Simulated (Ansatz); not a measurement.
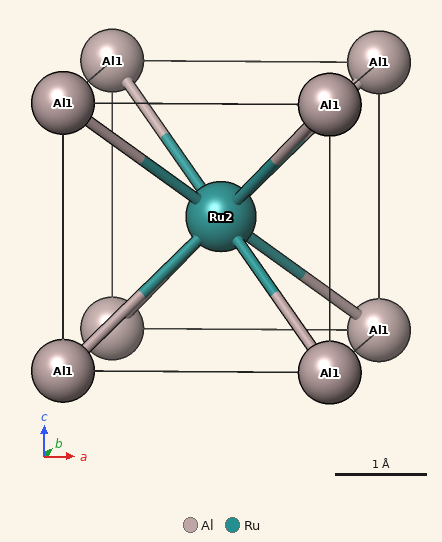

Figure 1. The structure as given in the input (ball-and-stick view of the cell of the calculation, seen slightly off an axis; atoms are numbered from 1 in the order of the input). An atom can appear more than once, as a periodic image.

Single-point calculation, with input and output: AlRu

System: AlRu (Cmmm, 2 atoms in the cell).
Method: DFT PBE, scalar-relativistic, plane waves, PAW, no spin polarisation (Ansatz 0.2.0).

The structure derives from an entry of the Crystallography Open Database. It belongs to a series of runs on one base structure; here: strain +0.0225 x Voigt [0, 0, 0, 0, 1, 0], atoms carried along. Figures and captions count atoms from 1; the log counts them from 0 in places.

## Log
```
Engine: ansatz 0.2.0, x86_64-unknown-linux-gnu
Pseudopotentials: kind: paw
Pseudopotential: Al, paw, valence charge 3, recommended cutoff 420 eV (normal), Al.paw.azcp
Pseudopotential: Ru, paw, valence charge 16, recommended cutoff 420 eV (normal), Ru.paw.azcp
Functional definition: PBE
  parameter kappa = 0.804
  parameter beta = 0.06672455060314922
  exchange = pbe_x(kappa = kappa, mu = beta*pi^2/3)
  correlation = pbe_c(beta = beta)
Crystal: 2 atoms, lattice volume = 26.770 Å³
Basis set: ecut = 420 eV, 489 PW (Γ), exchange–correlation on 40×40×40 points (8 copies of the dense FFT grid, shifted against one another)
Bands: 14, of which v1, the nominal top of the filled ones, is band 10 counted from 1 (9 counted from 0)
Symmetry: 8 space group operations
Space group: Cmmm (ITA 65), of the structure as read, at distance tolerance 3.0e-5 Å
k-points: 657 of 4096
Non-local potential: Al, projectors of the file, l = 0: 2, l = 1: 2, l = 2: 1
Non-local potential: Ru, projectors of the file, l = 0: 3, l = 1: 2, l = 2: 2, l = 3: 1
PAW form: soft (Blöchl's): semilocal exchange-correlation on the pseudo side does not see the compensation charge
PAW one-centre angular grid: Al, 110 points (default); XC on 64 Gauss nodes
PAW one-centre angular grid: Ru, 590 points (default); XC on 64 Gauss nodes
Initial density: superposition of atomic densities (neutral atoms: chi_scale 0, normalization atom), corrected by the library's trained network
Initial wavefunctions: pseudopotential atomic-orbital guess
Functional: x = pbe(κ = 0.804, μ = 0.2195149727645171), c = pbe(β = 0.06672455060314922)
SCF iter   1: F=—  HF=-6417.468330 eV  |F-HF|=—  |Δ(HF+E_count)|=         —  Δρ=3.18e-3  dr2=3.22e-3  ethr=1.77e-3  ⟨swp⟩=5.0  Hψ=45139  notcnv=0
preconditioner: auto → none  [metal: Δε(μ)=0.000 eV  Ē_g=8.862 eV  σ=0.150 eV  W_gap=0.00  n_scr=6 (ndim 8)  ℏωp=23.8 eV  f_vac=0.000  D(μ)=1.68/eV (n_scr^D=18)  sad-step TF]
SCF iter   2: F=—  HF=-6417.467992 eV  |F-HF|=—  |Δ(HF+E_count)|=   3.39e-4  Δρ=2.01e-3  dr2=1.44e-3  ethr=1.69e-5  ⟨swp⟩=2.4  Hψ=16405  notcnv=0
SCF iter   3: F=—  HF=-6417.467714 eV  |F-HF|=—  |Δ(HF+E_count)|=   2.78e-4  Δρ=2.91e-4  dr2=1.52e-5  ethr=7.56e-6  ⟨swp⟩=2.1  Hψ=11777  notcnv=0
SCF iter   4: F=—  HF=-6417.467606 eV  |F-HF|=—  |Δ(HF+E_count)|=   1.08e-4  Δρ=9.28e-5  dr2=9.68e-7  ethr=7.99e-8  ⟨swp⟩=2.1  Hψ=12206  notcnv=0
iter 5 did not close the SCF: its close was put off for the readings that it lacked (scf_convergence_deferred on its scf_iter line)
SCF iter   5: F=-6417.467606 eV  HF=-6417.467606 eV  |F-HF|=1.72e-8  |Δ(HF+E_count)|=   1.99e-8  Δρ=1.44e-5  dr2=2.40e-8  ethr=5.10e-9  ⟨swp⟩=2.1  Hψ=14871  notcnv=0
SCF iter   6: F=-6417.467606 eV  HF=-6417.467606 eV  |F-HF|=1.40e-9  |Δ(HF+E_count)|=   9.20e-9  Δρ=4.79e-6  dr2=2.57e-9  ethr=1.27e-10  ⟨swp⟩=5.3  Hψ=51321  notcnv=0
SCF 1 converged in 6 iterations: F = -6417.467606 eV  dr2 = 2.57e-9
  greatest PAW one-centre occupation: 0.998 electrons in one spin orbital (limit 2), on the Ru atom at site 1 (counted from 0), in its partial waves of l = 0
```

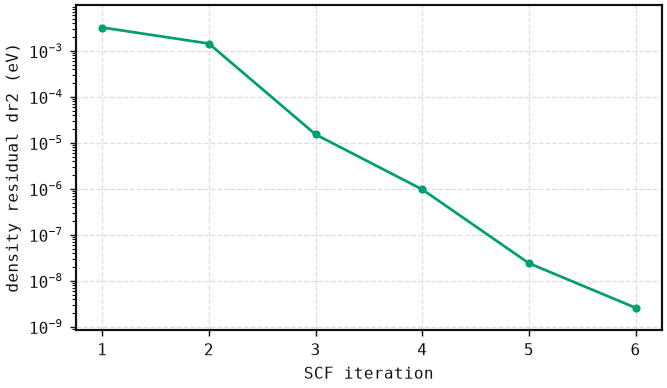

Figure 2. Convergence of the self-consistent field: density residual dr2 against the SCF iteration. The residual falls at every step.

```
SCF converged after 6 iterations
Free energy (F): -6417.467606 eV
Harris-Foulkes:  -6417.467606 eV  (|F-HF|=1.40e-9)
Internal energy: -6417.448634 eV  (E = F + TS)
E sigma→0 (E₀):  -6417.458120 eV
Entropy (-TS):   -0.018973 eV (-9.486 meV/atom)
Fermi energy:    16.133773 eV
--- Per-component energies (eV) ---
  E_band       = -119.735533
  E_kinetic    = 543.354086
  E_local      = -1798.041525  (includes V_loc(G=0)·N_el)
  E_nonlocal   = 354.661580
  E_hartree    = 638.985058
  E_xc         = -232.265999
  E_vxc        = -270.778838  (∫ρ·V_xc dr)
  E_paw        = -3929.243234  (= ΣΔE_a)
  E_vpaw       = -226.901442  (= ΣTr[D̂ρ^β])
  E_aug_tail   = -0.000174  (compensation charges beyond the density's cutoff)
  E_ewald      = -1994.898425
  E_smearing   = -0.018973  (= −TS)
  E_closure    = -0.000000  (closes the sum)
  Σ components = -6417.467606   (vs F -6417.467606, Δ=0.00e0)
--- Forces (eV/Å), atoms counted from 1 ---
  atom   1  Al    -0.00000000     0.00000000    -0.00000000
  atom   2  Ru     0.00000000     0.00000000     0.00000000
  max |Σ_I F_I| component: 6.21e-30 eV/Å
--- Stress (GPa, compression-positive) ---
        2.728411      -0.000000      -2.923475
       -0.000000       2.739359      -0.000000
       -2.923475      -0.000000       2.728411
  P = ⅓ Tr σ = 2.7321 GPa (27.321 kbar)
--- Band table (eV; the first three rows and the last of 657) ---
  k-point 0: bands = ["-55.6753", "-25.6304", "-25.6278", "-25.6233", "6.4581", "12.5498", "12.5546", "16.2437", "16.2915", "16.3492", "22.1874", "22.2014", "22.2243", "27.0546"]
  k-point 1: bands = ["-55.6747", "-25.6361", "-25.6271", "-25.6249", "6.5331", "12.5764", "12.5812", "16.1794", "16.1966", "16.3275", "21.8246", "22.3533", "22.3588", "26.8852"]
  k-point 2: bands = ["-55.6730", "-25.6581", "-25.6252", "-25.6239", "6.7554", "12.6435", "12.6546", "15.9428", "15.9464", "16.3390", "20.9690", "22.7752", "22.7791", "26.4245"]
  k-point 656: bands = ["-55.6293", "-25.7882", "-25.7881", "-25.7856", "11.4554", "11.4897", "11.5247", "17.7450", "17.7462", "18.6820", "20.0692", "20.2726", "20.4355", "24.5151"]
```

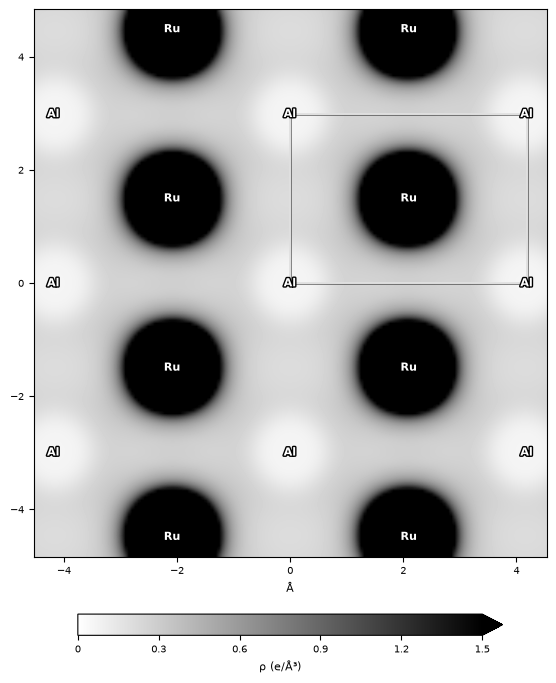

Figure 3. Valence electron density on the (010) plane of the conventional cell. The section cuts through Al and Ru sites. Al–Ru (2.57 Å): the density is about 0.37 e/Å³ at the midpoint. Away from the nuclei the density in this plane falls to 0.21 e/Å³ at its lowest. The fields are those of the smooth PAW valence density.

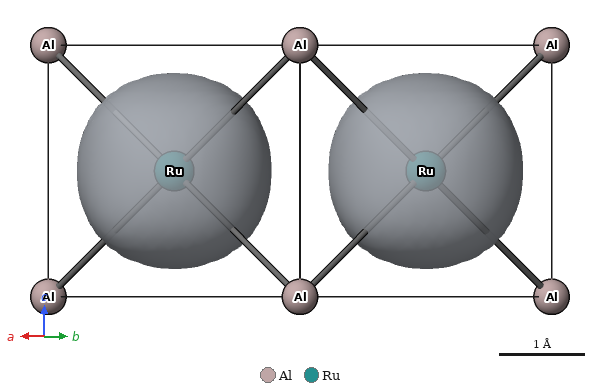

Figure 4. Isosurface of the valence electron density at 0.4 e/Å³ (grey), seen along [110]. Sticks mark near contacts. The outline is the cell set on symmetry axes. At this value the density breaks into separate islands; it holds about 75 % of the electrons treated as valence (semicore included). It is pinched off along the Al–Ru (2.57 Å) contacts. On the grid the lowest density along these lines, outside the cores, is 0.27 e/Å³ (Al–Ru, 2.57 Å).

The run was set up as follows.

## Input
```yaml
crystal:
  lattice:
    - [2.9916, 0.0, 0.0336555]
    - [0.0, 2.9916, 0.0]
    - [0.0336555, 0.0, 2.9916]
  atoms:
    - { symbol: Al, position: [0.0, 0.0, 0.0] }
    - { symbol: Ru, position: [0.5, 0.5, 0.5] }
basis:
  ecutwfc: 420
kpoints:
  mp_grid: { grid: [16, 16, 16] }
hamiltonian:
  xc: pbe
scf:
  occupations: { method: gaussian, width: 0.15 }
output:
  forces: true
  stress: true
  eigenvalues: true
  write_density: true
  write_potential: true
  elf: true
  volumetric_format: npy
```

Run as:
```bash
ansatz run input.yaml --threads 1 --pin off --max-ram 2560MiB --backend cpu --events-out ev --progress --plain --runs-dir out
```

## Summary

| quantity | value |
| --- | --- |
| outcome | converged |
| space group (tolerance 0.01 Å) | Cmmm (65) |
| electrons treated | 19 |
| free energy | −6417.4676 eV |
| Fermi energy | 16.134 eV |
| gap on the k-point mesh | none (metallic) |
| pressure | 2.73 GPa |
| largest force (length of the vector) | under 0.001 eV/Å |
| hardware | 1 thread of Intel Xeon (Sapphire Rapids), 32 GiB of memory available, shared host |
| wall time | 10 s |
| peak memory | 0.53 GiB |
